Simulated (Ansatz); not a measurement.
## Quasiparticle gap of MoS2/WSSe (van der Waals superlattice) (P3m1)

Aim: the quasiparticle gap of MoS2/WSSe (van der Waals superlattice) (P3m1), starting from PBEsol.

Main program and level: Ansatz 0.2.0; PBEsol, then G0W0 on it, plane waves, PAW.

The structure was built from a prototype and need not be the compound's stable phase.

## 1. Starting point

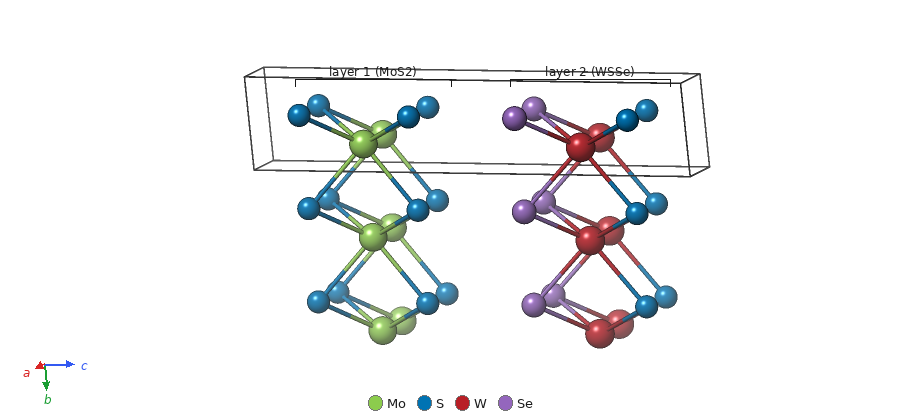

The starting structure, seen from the side, with the c axis across the page (molybdenum green, sulfur blue, tungsten red, selenium purple). 2×3×1 cells are drawn.

The start is a generated structure, not a measured one. Spin-orbit coupling is left out unless a step names it.

The logs state that the PAW files were generated under PBE.

## 2. Relaxation

The structure is relaxed first.

This step: DFT, PBEsol-D3(BJ), plane waves, PAW; PAW set soft_1.

The input, input.yaml:

```yaml
crystal:
  lattice:
    - [3.21875, 0.0, 0.0]
    - [-1.609375, 2.7875192684, 0.0]
    - [0.0, 0.0, 12.5300000031]
  atoms:
    - { symbol: Mo, position: [0.3333333333, 0.6666666667, 0.2490023944] }
    - { symbol: S, position: [0.6666666667, 0.3333333333, 0.3743016761] }
    - { symbol: S, position: [0.6666666667, 0.3333333333, 0.1237031125] }
    - { symbol: W, position: [0.3333333333, 0.6666666667, 0.7470071826] }
    - { symbol: S, position: [0.6666666667, 0.3333333333, 0.8762968875] }
    - { symbol: Se, position: [0.6666666667, 0.3333333333, 0.6177174779] }
kpoints:
  mp_grid: { grid: [9, 9, 2] }
hamiltonian:
  xc: pbesol
  dispersion: d3bj
  pseudopotentials: { kind: paw, azcp: { folder: soft_1 }, xc_functional: pbe }
scf:
  occupations: { method: fermi_dirac, width: 0.02 }
relax:
  f_tol: 0.01
  max_steps: 100
  cell: {}
```

Command:

```console
> ansatz run input.yaml --threads 2 --pin off --max-ram 92160MiB --backend cuda --events-out ev --progress --plain --runs-dir out --devices 1 --max-vram 13GiB
```

Numbers of over 12 decimals in the logs are rounded to 6 here.

What it wrote:

```text
GPUs: using 1 of 1 available (devices: 1).
Engine: ansatz 0.2.0, x86_64-unknown-linux-gnu
Pseudopotentials: kind: paw
Pseudopotential: Mo, paw, valence charge 14, recommended cutoff 420 eV (normal), soft_1/Mo.paw.azcp
Pseudopotential: S, paw, valence charge 6, recommended cutoff 420 eV (normal), soft_1/S.paw.azcp
Pseudopotential: W, paw, valence charge 14, recommended cutoff 420 eV (normal), soft_1/W.paw.azcp
Pseudopotential: Se, paw, valence charge 16, recommended cutoff 420 eV (normal), soft_1/Se.paw.azcp
Functional definition: PBEsol
  exchange = pbesol_x
  correlation = pbesol_c
device memory: the entry about to start is reckoned to put 1.5 GiB on a device that reports 44.8 GiB free (of which the cap on the GPU budget leaves the run 13.0 GiB)
GPU FFT provider: cuFFT
GPU libraries: cuBLAS 13.8.2, cuFFT 12.4.0, cuSOLVER 12.3.4
Crystal: 6 atoms, lattice volume = 112.423 Å³
Basis set: ecut = 420 eV, 2237 PW (Γ), exchange–correlation on 48×48×180 points (8 copies of the dense FFT grid, shifted against one another)
Bands: 38, of which v1, the nominal top of the filled ones, is band 31 counted from 1 (30 counted from 0)
Symmetry: 6 space group operations
Space group: P3m1 (ITA 156), of the structure as read, at distance tolerance 4.8e-5 Å
k-points: 24 of 162 (time reversal used)
Non-local potential: Mo, projectors of the file, l = 0: 3, l = 1: 2, l = 2: 2, l = 3: 1
Non-local potential: S, projectors of the file, l = 0: 2, l = 1: 2, l = 2: 1
Non-local potential: W, projectors of the file, l = 0: 3, l = 1: 2, l = 2: 2, l = 3: 1
Non-local potential: Se, projectors of the file, l = 0: 2, l = 1: 2, l = 2: 3, l = 3: 1
PAW form: soft (Blöchl's): semilocal exchange-correlation on the pseudo side does not see the compensation charge
PAW frozen core: Mo, regenerated for the run's functional, and the local potential with it (the file was generated under x = pbe(κ = 0.804, μ = 0.219515), c = pbe(β = 0.066725))
PAW frozen core: S, regenerated for the run's functional, and the local potential with it (the file was generated under x = pbe(κ = 0.804, μ = 0.219515), c = pbe(β = 0.066725))
PAW frozen core: W, regenerated for the run's functional, and the local potential with it (the file was generated under x = pbe(κ = 0.804, μ = 0.219515), c = pbe(β = 0.066725))
PAW frozen core: Se, regenerated for the run's functional, and the local potential with it (the file was generated under x = pbe(κ = 0.804, μ = 0.219515), c = pbe(β = 0.066725))
PAW one-centre angular grid: Mo, 590 points (default); XC on 64 Gauss nodes
PAW one-centre angular grid: S, 110 points (default); XC on 64 Gauss nodes
PAW one-centre angular grid: W, 590 points (default); XC on 64 Gauss nodes
PAW one-centre angular grid: Se, 590 points (default); XC on 64 Gauss nodes
Initial density: superposition of atomic densities (chi_scale 0.1, normalization cell, long waves kept (reshape's long-wave potential 0.92 eV rms))
Initial wavefunctions: pseudopotential atomic-orbital guess
GPU buffer pool allocated for 51840 grid points (all kernels)
GPU transforms: local potential and band sums: pruned to the plane-wave sphere, on 24×24×90
Functional: x = pbesol(κ = 0.804, μ = 0.123457), c = pbesol(β = 0.046)
SCF iter   1: F=—  HF=-23242.668417 eV  |F-HF|=—  |Δ(HF+E_count)|=         —  Δρ=4.70e-2  dr2=1.69e1  ethr=3.10e-3  ⟨swp⟩=8.8  Hψ=4483  notcnv=0
preconditioner: auto → LDOS  [metal: Δε(μ)=0.043 eV  Ē_g=8.093 eV  σ=0.020 eV  W_gap=0.49  n_scr=38 (ndim 8)  ℏωp=21.0 eV  f_vac=0.016  D(μ)=6.64/eV (n_scr^D=66)  β→1.0]
SCF iter   2: F=—  HF=-23241.550326 eV  |F-HF|=—  |Δ(HF+E_count)|=    1.12e0  Δρ=3.62e-2  dr2=2.93e0  ethr=3.10e-3  ⟨swp⟩=4.9  Hψ=2461  notcnv=0  defer=24
SCF iter   3: F=—  HF=-23241.088331 eV  |F-HF|=—  |Δ(HF+E_count)|=   4.62e-1  Δρ=1.41e-2  dr2=8.46e-1  ethr=3.10e-3  ⟨swp⟩=3.6  Hψ=1917  notcnv=0  defer=24
SCF iter   4: F=—  HF=-23241.077573 eV  |F-HF|=—  |Δ(HF+E_count)|=   1.08e-2  Δρ=1.31e-2  dr2=1.86e0  ethr=1.37e-3  ⟨swp⟩=3.2  Hψ=2618  notcnv=0  defer=24
SCF iter   5: F=—  HF=-23240.892683 eV  |F-HF|=—  |Δ(HF+E_count)|=   1.85e-1  Δρ=4.31e-3  dr2=1.66e-1  ethr=1.37e-3  ⟨swp⟩=3.0  Hψ=1315  notcnv=0  defer=24
SCF iter   6: F=—  HF=-23240.874647 eV  |F-HF|=—  |Δ(HF+E_count)|=   1.80e-2  Δρ=2.11e-3  dr2=3.30e-2  ethr=2.68e-4  ⟨swp⟩=3.0  Hψ=1370  notcnv=0  defer=24
SCF iter   7: F=—  HF=-23240.868776 eV  |F-HF|=—  |Δ(HF+E_count)|=   5.87e-3  Δρ=1.23e-3  dr2=7.88e-3  ethr=5.32e-5  ⟨swp⟩=3.7  Hψ=1443  notcnv=0  defer=24
SCF iter   8: F=—  HF=-23240.867918 eV  |F-HF|=—  |Δ(HF+E_count)|=   8.58e-4  Δρ=1.50e-3  dr2=7.51e-3  ethr=1.27e-5  ⟨swp⟩=3.4  Hψ=1610  notcnv=0  defer=24
SCF iter   9: F=—  HF=-23240.867022 eV  |F-HF|=—  |Δ(HF+E_count)|=   8.96e-4  Δρ=3.60e-4  dr2=3.85e-4  ethr=1.21e-5  ⟨swp⟩=2.0  Hψ=1285  notcnv=0  defer=24
SCF iter  10: F=—  HF=-23240.866803 eV  |F-HF|=—  |Δ(HF+E_count)|=   2.19e-4  Δρ=1.54e-4  dr2=8.09e-5  ethr=6.21e-7  ⟨swp⟩=2.0  Hψ=1228  notcnv=0  defer=24
SCF iter  11: F=—  HF=-23240.867013 eV  |F-HF|=—  |Δ(HF+E_count)|=   2.10e-4  Δρ=5.97e-5  dr2=4.00e-6  ethr=1.31e-7  ⟨swp⟩=2.0  Hψ=1156  notcnv=0  defer=24
SCF iter  12: F=—  HF=-23240.867013 eV  |F-HF|=—  |Δ(HF+E_count)|=   1.27e-7  Δρ=2.20e-5  dr2=4.60e-7  ethr=6.45e-9  ⟨swp⟩=2.0  Hψ=1245  notcnv=0  defer=24
SCF iter  13: F=—  HF=-23240.867013 eV  |F-HF|=—  |Δ(HF+E_count)|=   6.58e-8  Δρ=8.70e-6  dr2=3.82e-7  ethr=1.61e-10  ⟨swp⟩=5.3  Hψ=3279  notcnv=0
SCF iter  14: F=-23240.867013 eV  HF=-23240.867013 eV  |F-HF|=6.84e-9  |Δ(HF+E_count)|=   2.61e-8  Δρ=2.93e-6  dr2=1.23e-8  ethr=1.61e-10  ⟨swp⟩=3.5  Hψ=3188  notcnv=0
SCF 1 converged in 14 iterations: F = -23240.867013 eV  dr2 = 1.23e-8
  greatest PAW one-centre occupation: 1.000 electrons in one spin orbital (limit 2), on the Se atom at site 5 (counted from 0), in its partial waves of l = 2
relax step   1: F+E_penalty+E_count = -23240.86701340 eV  Δ(F+E_penalty+E_count) = +0.000e0 eV  max|allowed force component| = 2.730e0 eV/Å  Δτ_max = 0.0000 Å  P = -4.959 GPa  Ω = 112.423 Å³  (14 SCF iters, dr2 threshold 1.00e-7 eV, accepted)
[... from here on, the SCF cycles and remarks between the steps are left out ...]
relax step   2: F+E_penalty+E_count = -23241.17984624 eV  Δ(F+E_penalty+E_count) = -3.128e-1 eV  max|allowed force component| = 1.414e0 eV/Å  Δτ_max = 0.1431 Å  P = +2.731 GPa  Ω = 110.503 Å³  energy of the carried Pulay correction = +4.382e-4 eV  (9 SCF iters, dr2 threshold 6.00e-7 eV, accepted)
relax step   3: F+E_penalty+E_count = -23241.17618066 eV  Δ(F+E_penalty+E_count) = +3.666e-3 eV  max|allowed force component| = 4.636e-1 eV/Å  Δτ_max = 0.1657 Å  P = -1.178 GPa  Ω = 114.502 Å³  energy of the carried Pulay correction = -4.661e-4 eV  (9 SCF iters, dr2 threshold 6.00e-7 eV, rejected (line search))
relax step   4: F+E_penalty+E_count = -23241.22999904 eV  Δ(F+E_penalty+E_count) = -5.015e-2 eV  max|allowed force component| = 5.578e-2 eV/Å  Δτ_max = 0.0298 Å  P = +0.003 GPa  Ω = 112.431 Å³  energy of the carried Pulay correction = -1.793e-6 eV  (14 SCF iters, accepted)
relax step   5: F+E_penalty+E_count = -23241.23029436 eV  Δ(F+E_penalty+E_count) = -2.953e-4 eV  max|allowed force component| = 2.262e-2 eV/Å  Δτ_max = 0.0024 Å  P = -0.036 GPa  Ω = 112.577 Å³  energy of the carried Pulay correction = -3.475e-5 eV  (6 SCF iters, dr2 threshold 2.12e-7 eV, accepted)
relax step   6: F+E_penalty+E_count = -23241.23035217 eV  Δ(F+E_penalty+E_count) = -5.781e-5 eV  max|allowed force component| = 1.099e-2 eV/Å  Δτ_max = 0.0055 Å  P = -0.020 GPa  Ω = 112.405 Å³  energy of the carried Pulay correction = +4.196e-6 eV  (7 SCF iters, dr2 threshold 3.20e-8 eV, accepted)
relax step   7: F+E_penalty+E_count = -23241.23036160 eV  Δ(F+E_penalty+E_count) = -9.433e-6 eV  max|allowed force component| = 2.821e-3 eV/Å  Δτ_max = 0.0031 Å  P = -0.007 GPa  Ω = 112.446 Å³  energy of the carried Pulay correction = -5.098e-6 eV  (7 SCF iters, dr2 threshold 7.55e-9 eV, accepted)
relax step   8: F+E_penalty+E_count = -23241.23064164 eV  Δ(F+E_penalty+E_count) = -2.800e-4 eV  max|allowed force component| = 2.666e-3 eV/Å  Δτ_max = 0.0000 Å  P = -0.003 GPa  Ω = 112.446 Å³  stress off target by 9.14e-3 GPa  SCF on the basis re-selected at this cell (its energy is not comparable with the rows above)  (8 SCF iters)
basis re-selected at this cell: Δ(F+E_penalty+E_count) = -2.800e-4 eV, ΔP = +0.004 GPa vs the last step (what re-selecting the basis moved, of the pressure what is left beyond the Pulay correction that the steps carried, after the strain that the cell walked since its last selection, with what the two solves' SCF thresholds leave and, on support functions, any second-order correction that the steps lacked; it is no m [...]
SCF converged after 8 iterations
Free energy (F): -23241.230642 eV
Harris-Foulkes:  -23241.230642 eV  (|F-HF|=1.46e-11)
Internal energy: -23241.230642 eV  (E = F + TS)
E sigma→0 (E₀):  -23241.230642 eV
Fermi energy:    11.537930 eV
--- Per-component energies (eV) ---
  E_band       = -712.173704
  E_kinetic    = 1278.882220
  E_local      = -7778.605890  (includes V_loc(G=0)·N_el)
  E_nonlocal   = -121.330807
  E_hartree    = 3622.193681
  E_xc         = -792.959628
  E_vxc        = -792.696360  (∫ρ·V_xc dr)
  E_paw        = -15468.377622  (= ΣΔE_a)
  E_vpaw       = -542.810495  (= ΣTr[D̂ρ^β])
  E_aug_tail   = -0.000168  (compensation charges beyond the density's cutoff)
  E_ewald      = -3980.374480
  E_disp       = -2.283405  (pairwise vdW)
  E_core_change = 1.625458  (= ΣΔE_core)
  E_smearing   = -0.000000  (= −TS)
  E_closure    = -0.000000  (closes the sum)
  Σ components = -23241.230642   (vs F -23241.230642, Δ=0.00e0)
--- Forces (eV/Å), atoms counted from 1 ---
  atom   1  Mo    -0.00000000     0.00000000    -0.00100901
  atom   2  S     -0.00000000    -0.00000000    -0.00180846
  atom   3  S     -0.00000000    -0.00000000     0.00134562
  atom   4  W      0.00000000     0.00000000    -0.00103745
  atom   5  S      0.00000000     0.00000000    -0.00015678
  atom   6  Se    -0.00000000    -0.00000000     0.00266585
  max |Σ_I F_I| component: 2.35e-7 eV/Å
--- Stress (GPa, compression-positive) ---
       -0.009139       0.000000       0.000000
       -0.000000      -0.009139      -0.000000
        0.000000      -0.000000       0.008809
  P = ⅓ Tr σ = -0.0032 GPa (-0.032 kbar)
--- Band table (eV; the first three rows and the last of 24) ---
  k-point 0: bands = [... 27 lower, 9.7929, 9.7929, 9.8852, 11.0316, 13.1899, 13.1899, 13.4801, 13.4801, ... 3 higher]
  k-point 1: bands = [... 27 lower, 9.7927, 9.7927, 10.4928, 10.8391, 13.1895, 13.1895, 13.4813, 13.4813, ... 3 higher]
  k-point 2: bands = [... 27 lower, 9.5187, 9.7422, 10.0740, 10.8275, 12.9565, 12.9968, 13.2658, 13.5114, ... 3 higher]
  k-point 23: bands = [... 27 lower, 8.2542, 8.4118, 10.2916, 10.8249, 12.0863, 12.9606, 13.3349, 13.7252, ... 3 higher]
--- Relaxed structure (7 steps of the walk, 6 accepted, 1 SCFs on fresh bases) ---
  F+E_penalty+E_count = -23241.23064164 eV   max|allowed force component| = 2.666e-3 eV/Å   (the final SCF, on the basis selected at the relaxed cell)
  cell:  # Å, volume = 112.4458 Å³
    - [3.142784, 0, 0.0]
    - [-1.571392, 2.721731, 0]
    - [0.0, 0, 13.145696]
  atoms:
    - { symbol: Mo, position: [0.333333, 0.666667, 0.245650] }
    - { symbol: S, position: [0.666667, 0.333333, 0.363591] }
    - { symbol: S, position: [0.666667, 0.333333, 0.127594] }
    - { symbol: W, position: [0.333333, 0.666667, 0.754878] }
    - { symbol: S, position: [0.666667, 0.333333, 0.872804] }
    - { symbol: Se, position: [0.666667, 0.333333, 0.623512] }
```

Elapsed: 11 s, on 1 × NVIDIA H100 80GB HBM3 (shared by 6 runs) with 2 threads of AMD EPYC 7R13 (Zen 3), shared host; peak memory 1 GiB.

Relaxation path:

| step | energy less that of the first step (eV) | largest force component (eV/Å) | pressure (GPa) | volume (Å³) |
| --- | --- | --- | --- | --- |
| 1 | 0.0000 | 2.7298 | -4.96 | 112.42 |
| 2 | -0.3128 | 1.4141 | 2.73 | 110.50 |
| 3 | -0.3092 | 0.4636 | -1.18 | 114.50 |
| 4 | -0.3630 | 0.0558 | 0.00 | 112.43 |
| 5 | -0.3633 | 0.0226 | -0.04 | 112.58 |
| 6 | -0.3633 | 0.0110 | -0.02 | 112.40 |
| 7 | -0.3633 | 0.0028 | -0.01 | 112.45 |
| 8* | -0.3636 | 0.0027 | 0.00 | 112.45 |

Relaxation steps marked * repeat the geometry before them on a plane-wave basis chosen anew for their cell, so energy and pressure can jump there. Relaxation step 3 was tried and not accepted.

Forces are held to the 6 operations that the run works with; a distortion that breaks them can't arise in this run.

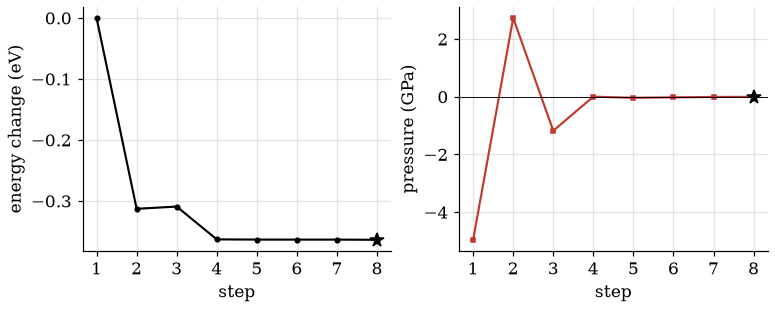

Energy and pressure along the relaxation. Stars mark steps on a basis chosen anew.

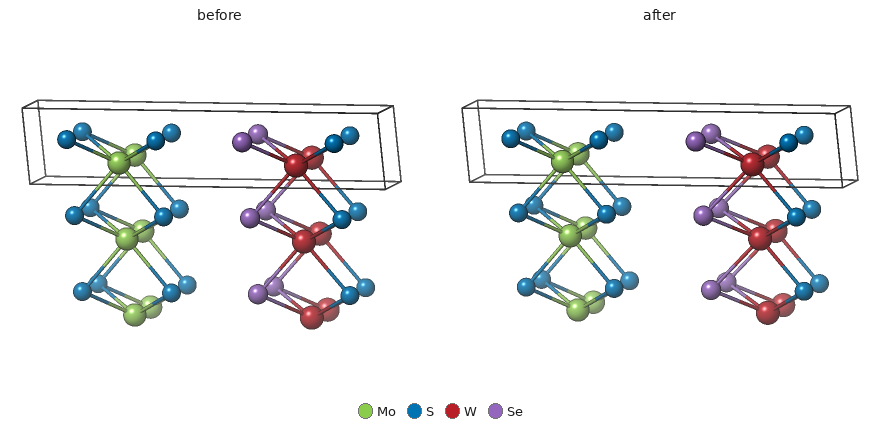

Before and after, at one scale.

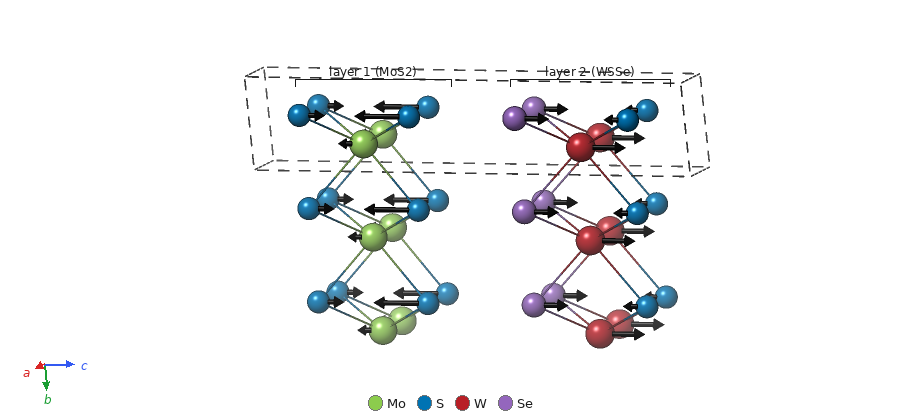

Displacements in the relaxation, exaggerated, measured against the changing cell; the longest in the cell stands for 0.14 Å. 2×3×1 cells are drawn.

| conventional cell, symmetrised | before | after | change |
| --- | --- | --- | --- |
| a (Å) | 3.219 | 3.143 | -2.4 % |
| b (Å) | 3.219 | 3.143 | -2.4 % |
| c (Å) | 12.530 | 13.146 | +4.9 % |
| volume (Å³/atom) | 18.74 | 18.74 | +0.0 % |

The atoms that moved most (Å, as changes of fractional coordinates times the final cell):

| atom | dx | dy | dz | length |
| --- | --- | --- | --- | --- |
| S2 | 0.000 | 0.000 | -0.141 | 0.141 |
| W4 | 0.000 | 0.000 | 0.103 | 0.103 |
| Se6 | 0.000 | 0.000 | 0.076 | 0.076 |
| S3 | 0.000 | 0.000 | 0.051 | 0.051 |
| S5 | 0.000 | 0.000 | -0.046 | 0.046 |
| Mo1 | 0.000 | 0.000 | -0.044 | 0.044 |

The relaxed structure:

```xyz
6
Lattice="3.1428 0.0000 0.0000 -1.5714 2.7217 0.0000 0.0000 0.0000 13.1457" Properties=species:S:1:pos:R:3 pbc="T T T"
Mo    0.0000    1.8145    3.2292
S     1.5714    0.9072    4.7797
S     1.5714    0.9072    1.6773
W     0.0000    1.8145    9.9234
S     1.5714    0.9072   11.4736
Se    1.5714    0.9072    8.1965
```

The program's warnings for this run: band table not solved further.

(Continued in part 2 of 3.)

[Paths, hosts, dates, memory and timing lines, banners, echoed tables and standing remarks are left out of the program output.]

[Logs are printed without paths, hosts, clocks, repeated set-up lines and the standing remarks that a program may print on its own settings, such as how far it seeks lower states.]

[Runs of the session that timed out or met a known fault of the program may be left out.]

[Cells called generated may have been cut or substituted from an entry of the Crystallography Open Database or the Materials Project.]

[Hosts, paths, dates, database ids (printed as entryN), source tags and the programs' standing remarks are cut or masked in the printed files.]

[Where an RPA ε∞ is given, it is that of the G0W0 mesh and is not shown converged in it. Names of k-points follow the symmetry that the program found, which can be lower than the space group named. Band edges on a path are those of the sampled points; other points can move an edge, and change direct to indirect where valleys lie close.]

[Hybrid gaps are those of their k-mesh and are not shown converged in it.]
